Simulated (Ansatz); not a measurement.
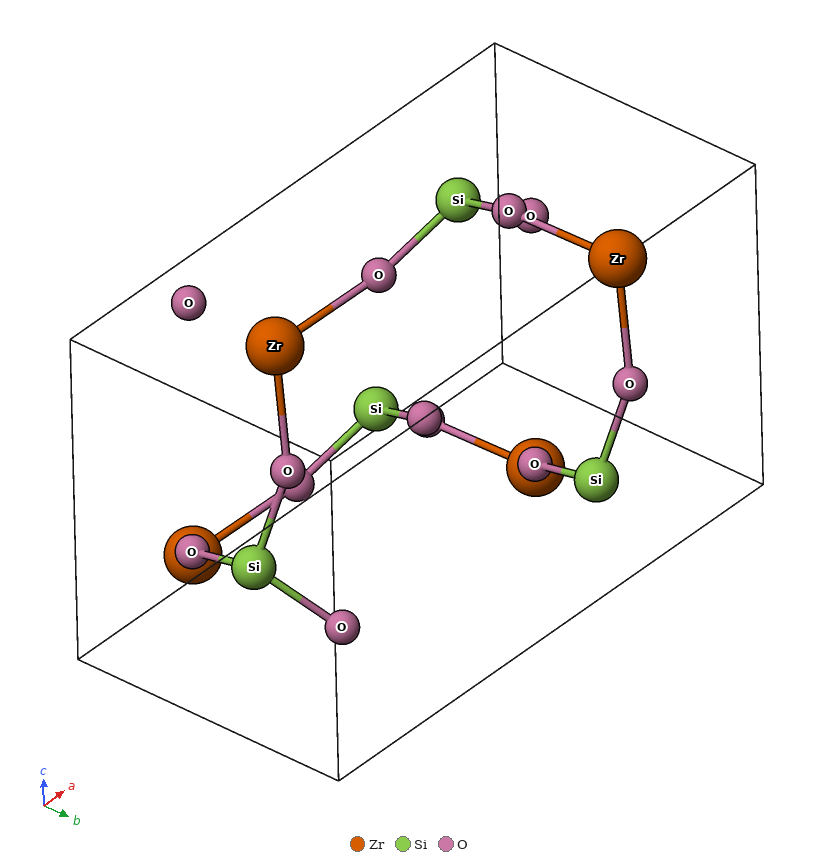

We look at a ball-and-stick model of the crystal from a general direction. The conventional unit cell is outlined; an atom on or near a face, edge or corner is repeated at each equivalent position.

ZrSi2O6, space group C2 (No. 5), a = 9.97 Å, b = 5.00 Å, c = 5.89 Å, α = 90.00°, β = 91.81°, γ = 90.00°.

All computed values are from Ansatz, DFT PBE, scalar-relativistic, plane waves, PAW. Settings: plane-wave cutoff 420 eV, k-points about 0.27 Å⁻¹ apart, no spin polarisation.

### What does the calculation say: metal or gapped?

An insulator at this level, with a gap of 5.16 eV on the k-mesh (the true edges may lie between mesh points, so the gap can be somewhat smaller).

Provenance: a structure type filled with these elements by a generator (whether the compound takes this form wasn't checked). The picture shows the end point of a geometry optimisation with DFT PBE, scalar-relativistic, plane waves, PAW in Ansatz 0.2.0.
